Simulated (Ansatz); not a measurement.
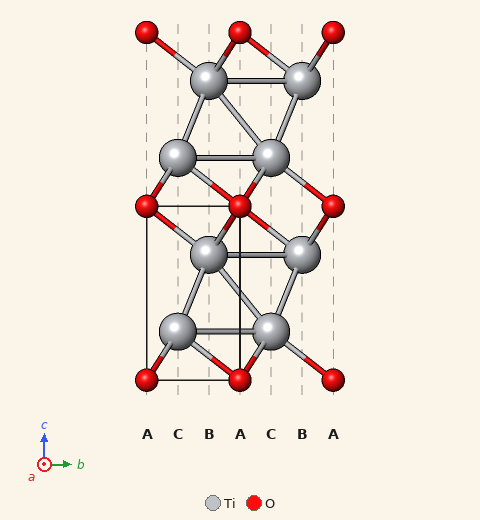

Projection along an edge of the hexagonal mesh, stacking direction c upwards. The dashed lines mark the three columns A (0, 0), B (1/3, 2/3) and C (2/3, 1/3). The sequence starts with the first layer at or above the cell's origin.

The compound is Ti2O, taken as the input geometry of an electronic-structure calculation (not necessarily at equilibrium).

### Read off the stacking sequence over one period.

O(A) – Ti(C) – Ti(B) (three layers in 4.71 Å).

Heights of the layers:

| layer | atoms (column) | height (Å) | to next (Å) |
| --- | --- | --- | --- |
| 1 | O(A) | 0.00 | 1.31 |
| 2 | Ti(C) | 1.31 | 2.09 |
| 3 | Ti(B) | 3.40 | 1.31 |
